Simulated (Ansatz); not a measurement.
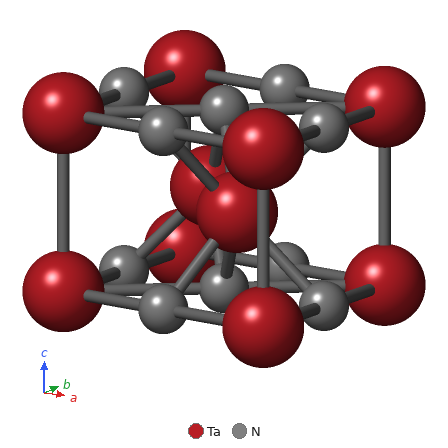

System: TaN, space group P6/mmm (No. 191). The picture shows the cell.

Starting cell:
```yaml
crystal:
  lattice:
    - [5.23928, 0.00000, 0.00000]
    - [-2.61964, 4.53735, 0.00000]
    - [0.00000, 0.00000, 2.90478]
  atoms:
    - { symbol: Ta, position: [0.00000, 0.00000, 0.00000] }
    - { symbol: Ta, position: [0.33333, 0.66667, 0.50000] }
    - { symbol: Ta, position: [0.66667, 0.33333, 0.50000] }
    - { symbol: N, position: [0.50000, 0.00000, 0.00000] }
    - { symbol: N, position: [0.50000, 0.50000, 0.00000] }
    - { symbol: N, position: [0.00000, 0.50000, 0.00000] }
```

Method: energy, stress and cell of a relaxed crystal along a series of strains, atoms and what the cell freedom names relaxed within the symmetry; plane waves with PAW datasets, Γ-centred k mesh; energies extrapolated to zero smearing (Ansatz 0.2.0). Level: r2SCAN, no spin polarisation.

- wave cutoff: 500 eV
- k mesh: 12×12×12
- occupations: Gaussian
- smearing width: 0.1 eV
- strain kind: biaxial in the ab plane
- cell freedom: length and tilt of c free

What does the calculation give for the energy change and volume change against strain? The strain takes the values −6, −4, −2, 0, 2, 4, 6 %.

The energy rises on both sides of the starting structure, which is therefore a minimum along this path. The energy change is 138 meV/atom at strain −6 % and 123 meV/atom at 6 %; the lowest computed point is at strain 0 % (0 meV/atom), in a single well. The volume change rises from −7.80 % at strain −6 % to 9.55 % at 6 %. The solid is metallic at every point.

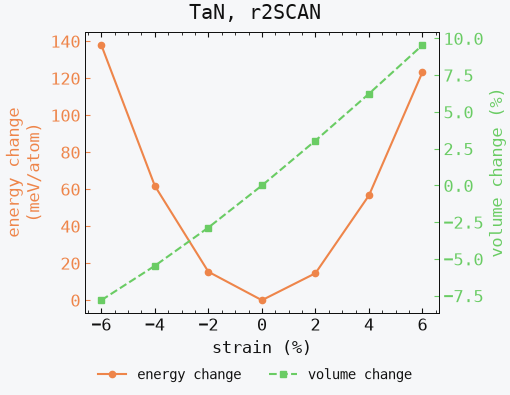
